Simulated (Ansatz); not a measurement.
**What a change does: single-point calculation on Al$_{2}$Ru**

System: Al$_{2}$Ru (I4/mmm, 3 atoms in the cell).
Method of run 1: DFT r2SCAN, scalar-relativistic, plane waves, PAW, no spin polarisation (Ansatz 0.2.0).

The structure derives from a Materials Project entry. Text and figures count atoms from 1; the logs count them from 0 in places.

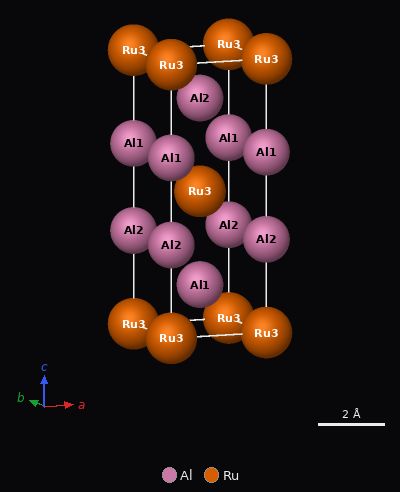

Fig. 1: The structure (spheres-only view of the cell 2 times as large as that of the calculation, set on its symmetry axes, seen slightly off an axis; atoms are numbered from 1 in the order of the input). An atom can appear more than once, as a periodic image.

**Input, run 1**
```yaml
crystal:
  lattice:
    - [-1.56042162, 1.56042162, 4.22180559]
    - [1.56042162, -1.56042162, 4.22180559]
    - [1.56042162, 1.56042162, -4.22180559]
  atoms:
    - { symbol: Al, position: [0.65920219, 0.65920219, 0.0] }
    - { symbol: Al, position: [0.34079781, 0.34079781, 0.0] }
    - { symbol: Ru, position: [0.0, 0.0, 0.0] }
basis:
  ecutwfc: 700
kpoints:
  mp_grid: { grid: [18, 18, 18] }
hamiltonian:
  xc: r2scan
scf:
  occupations: { method: gaussian, width: 0.1 }
output:
  forces: true
  stress: true
  eigenvalues: true
  write_density: true
  write_potential: true
  elf: true
  volumetric_format: npy
```

Command:
```bash
ansatz run input.yaml --threads 1 --pin off --max-ram 2560MiB --backend cpu --events-out ev --progress --plain --runs-dir out
```

Hardware: 1 thread of AMD EPYC (Zen 5), 32 GiB of memory available, shared host.

**Output, shortened to warnings, some set-up lines, iterations and results (run 1)**
```
Basis set: ecut = 700 eV, 1743 PW (Γ), exchange–correlation on 180×180×180 points (64 copies of the dense FFT grid, shifted against one another)
Symmetry: 16 space group operations
k-points: 480 of 5832
Initial density: superposition of atomic densities (neutral atoms: chi_scale 0, normalization atom), corrected by the library's trained network
[...]
SCF iter   1: F=—  HF=-6973.754957 eV  |F-HF|=—  |Δ(HF+E_count)|=         —  Δρ=8.80e-3  dr2=1.73e-2  dr2_τ=3.55e-2  ethr=1.77e-3  ⟨swp⟩=5.2  Hψ=39649  notcnv=0
SCF iter   2: F=—  HF=-6973.777890 eV  |F-HF|=—  |Δ(HF+E_count)|=   2.29e-2  Δρ=4.26e-3  dr2=6.98e-3  dr2_τ=5.04e-4  ethr=7.87e-5  ⟨swp⟩=2.0  Hψ=17172  notcnv=0
SCF iter   3: F=—  HF=-6973.779561 eV  |F-HF|=—  |Δ(HF+E_count)|=   1.67e-3  Δρ=5.24e-3  dr2=1.69e-2  dr2_τ=1.19e-3  ethr=3.17e-5  ⟨swp⟩=2.0  Hψ=10632  notcnv=0
SCF iter   4: F=—  HF=-6973.776795 eV  |F-HF|=—  |Δ(HF+E_count)|=   2.77e-3  Δρ=7.09e-4  dr2=7.47e-5  dr2_τ=1.05e-5  ethr=3.17e-5  ⟨swp⟩=2.5  Hψ=11438  notcnv=0
SCF iter   5: F=—  HF=-6973.776753 eV  |F-HF|=—  |Δ(HF+E_count)|=   4.17e-5  Δρ=2.36e-4  dr2=7.29e-6  dr2_τ=8.73e-7  ethr=3.39e-7  ⟨swp⟩=2.4  Hψ=12380  notcnv=0
SCF iter   6: F=—  HF=-6973.776757 eV  |F-HF|=—  |Δ(HF+E_count)|=   3.57e-6  Δρ=2.72e-5  dr2=1.15e-7  dr2_τ=1.44e-8  ethr=3.32e-8  ⟨swp⟩=2.3  Hψ=12139  notcnv=0
SCF iter   7: F=-6973.776757 eV  HF=-6973.776757 eV  |F-HF|=9.04e-10  |Δ(HF+E_count)|=   8.17e-8  Δρ=4.38e-6  dr2=5.55e-9  dr2_τ=5.93e-10  ethr=4.55e-10  ⟨swp⟩=8.3  Hψ=46375  …
SCF 1 converged in 7 iterations: F = -6973.776757 eV  dr2 = 5.55e-9
SCF converged after 7 iterations
Free energy (F): -6973.776757 eV
Harris-Foulkes:  -6973.776757 eV  (|F-HF|=9.04e-10)
Internal energy: -6973.776260 eV  (E = F + TS)
E sigma→0 (E₀):  -6973.776509 eV
Entropy (-TS):   -0.000497 eV (-0.166 meV/atom)
Fermi energy:    14.115911 eV
--- Per-component energies (eV) ---
  E_band       = -161.335109
  E_kinetic    = 566.776423
  E_local      = -2142.675699  (includes V_loc(G=0)·N_el)
  E_nonlocal   = 362.345062
  E_hartree    = 800.238855
  E_xc         = -260.674620
  E_vxc        = -333.858224  (∫ρ·V_xc dr)
  E_paw        = -4425.971540  (= ΣΔE_a)
  E_vpaw       = -236.185430  (= ΣTr[D̂ρ^β])
  E_aug_tail   = 0.000036  (compensation charges beyond the density's cutoff)
  E_vtau       = 21.783690  (kinetic-family band-sum trace: ∫τ·v_τ [+ j·A + Jᵃ·Aᵃ] dr)
  E_ewald      = -1873.383606
  E_core_change = -0.431172  (= ΣΔE_core)
  E_smearing   = -0.000497  (= −TS)
  E_closure    = 0.000000  (closes the sum)
  Σ components = -6973.776757   (vs F -6973.776757, Δ=0.00e0)
--- Forces (eV/Å), atoms counted from 1 ---
  atom   1  Al     0.00000000     0.00000000    -0.01844408
  atom   2  Al    -0.00000000     0.00000000     0.01844408
  atom   3  Ru     0.00000000    -0.00000000     0.00000000
  max |Σ_I F_I| component: 2.08e-17 eV/Å
--- Stress (GPa, compression-positive) ---
        0.159903      -0.000000       0.000000
       -0.000000       0.159903       0.000000
       -0.000000      -0.000000       0.039264
  P = ⅓ Tr σ = 0.1197 GPa (1.197 kbar)
```

The input of run 2 differs as follows (lines with − go, lines with + come):
```diff
-  ecutwfc: 700
+  ecutwfc: 500
-  mp_grid: { grid: [18, 18, 18] }
+  mp_grid: { grid: [24, 24, 24] }
```

What does this change do to the results?

The free energy of run 2 is 1.0 meV per atom higher, the joint effect of these numerical settings, which can't be told apart here. The number of SCF iterations is the same. The irreducible k-points go from 480 to 1063. The plane waves at Γ go from 1743 to 1047. On the same kind of shared host run 2 took about 1.5 times as long.

**Output, shortened to warnings, some set-up lines, iterations and results (run 2)**
```
Basis set: ecut = 500 eV, 1047 PW (Γ), exchange–correlation on 144×144×144 points (64 copies of the dense FFT grid, shifted against one another)
Symmetry: 16 space group operations
k-points: 1063 of 13824
Initial density: superposition of atomic densities (neutral atoms: chi_scale 0, normalization atom), corrected by the library's trained network
[...]
SCF iter   1: F=—  HF=-6973.751837 eV  |F-HF|=—  |Δ(HF+E_count)|=         —  Δρ=8.65e-3  dr2=1.70e-2  dr2_τ=3.64e-2  ethr=1.77e-3  ⟨swp⟩=5.2  Hψ=87568  notcnv=0
SCF iter   2: F=—  HF=-6973.775528 eV  |F-HF|=—  |Δ(HF+E_count)|=   2.37e-2  Δρ=4.93e-3  dr2=6.75e-3  dr2_τ=1.56e-4  ethr=7.73e-5  ⟨swp⟩=2.0  Hψ=36730  notcnv=0
SCF iter   3: F=—  HF=-6973.774169 eV  |F-HF|=—  |Δ(HF+E_count)|=   1.36e-3  Δρ=1.80e-3  dr2=1.49e-3  dr2_τ=2.54e-4  ethr=3.07e-5  ⟨swp⟩=2.3  Hψ=26729  notcnv=0
SCF iter   4: F=—  HF=-6973.773887 eV  |F-HF|=—  |Δ(HF+E_count)|=   2.83e-4  Δρ=4.89e-4  dr2=5.88e-5  dr2_τ=5.94e-6  ethr=6.79e-6  ⟨swp⟩=2.6  Hψ=25279  notcnv=0
SCF iter   5: F=—  HF=-6973.773876 eV  |F-HF|=—  |Δ(HF+E_count)|=   1.03e-5  Δρ=1.12e-4  dr2=6.40e-6  dr2_τ=2.78e-7  ethr=2.67e-7  ⟨swp⟩=2.2  Hψ=26703  notcnv=0
SCF iter   6: F=—  HF=-6973.773874 eV  |F-HF|=—  |Δ(HF+E_count)|=   1.96e-6  Δρ=2.52e-5  dr2=2.93e-7  dr2_τ=1.32e-8  ethr=2.91e-8  ⟨swp⟩=2.2  Hψ=22510  notcnv=0
SCF iter   7: F=-6973.773874 eV  HF=-6973.773874 eV  |F-HF|=6.22e-10  |Δ(HF+E_count)|=   2.91e-8  Δρ=3.74e-6  dr2=5.76e-9  dr2_τ=3.13e-10  ethr=4.55e-10  ⟨swp⟩=7.8  Hψ=91251  …
SCF 1 converged in 7 iterations: F = -6973.773874 eV  dr2 = 5.76e-9
SCF converged after 7 iterations
Free energy (F): -6973.773874 eV
Harris-Foulkes:  -6973.773874 eV  (|F-HF|=6.22e-10)
Internal energy: -6973.773341 eV  (E = F + TS)
E sigma→0 (E₀):  -6973.773608 eV
Entropy (-TS):   -0.000533 eV (-0.178 meV/atom)
Fermi energy:    14.119782 eV
--- Per-component energies (eV) ---
  E_band       = -161.326160
  E_kinetic    = 566.744722
  E_local      = -2142.689144  (includes V_loc(G=0)·N_el)
  E_nonlocal   = 362.380208
  E_hartree    = 800.250309
  E_xc         = -260.662655
  E_vxc        = -333.843979  (∫ρ·V_xc dr)
  E_paw        = -4425.982090  (= ΣΔE_a)
  E_vpaw       = -236.199857  (= ΣTr[D̂ρ^β])
  E_aug_tail   = 0.000085  (compensation charges beyond the density's cutoff)
  E_vtau       = 21.781766  (kinetic-family band-sum trace: ∫τ·v_τ [+ j·A + Jᵃ·Aᵃ] dr)
  E_ewald      = -1873.383606
  E_core_change = -0.431172  (= ΣΔE_core)
  E_smearing   = -0.000533  (= −TS)
  E_closure    = -0.000000  (closes the sum)
  Σ components = -6973.773874   (vs F -6973.773874, Δ=0.00e0)
--- Forces (eV/Å), atoms counted from 1 ---
  atom   1  Al     0.00000000     0.00000000    -0.01886821
  atom   2  Al     0.00000000     0.00000000     0.01886821
  atom   3  Ru     0.00000000     0.00000000     0.00000000
  max |Σ_I F_I| component: 6.94e-18 eV/Å
--- Stress (GPa, compression-positive) ---
        0.163298       0.000000      -0.000000
        0.000000       0.163298      -0.000000
        0.000000       0.000000       0.035875
  P = ⅓ Tr σ = 0.1208 GPa (1.208 kbar)
```

**The two runs side by side**

```csv
quantity,run 1,run 2
outcome,converged,converged
free energy per atom (eV),−2324.5923,−2324.5913
gap on the mesh (eV),0.00,0.00
pressure (GPa),0.12,0.12
largest force (eV/Å),0.018,0.019
SCF iterations,7,7
irreducible k-points,480,1063
plane waves at Γ,1743,1047
wall time (shared host),26 s,38 s
```
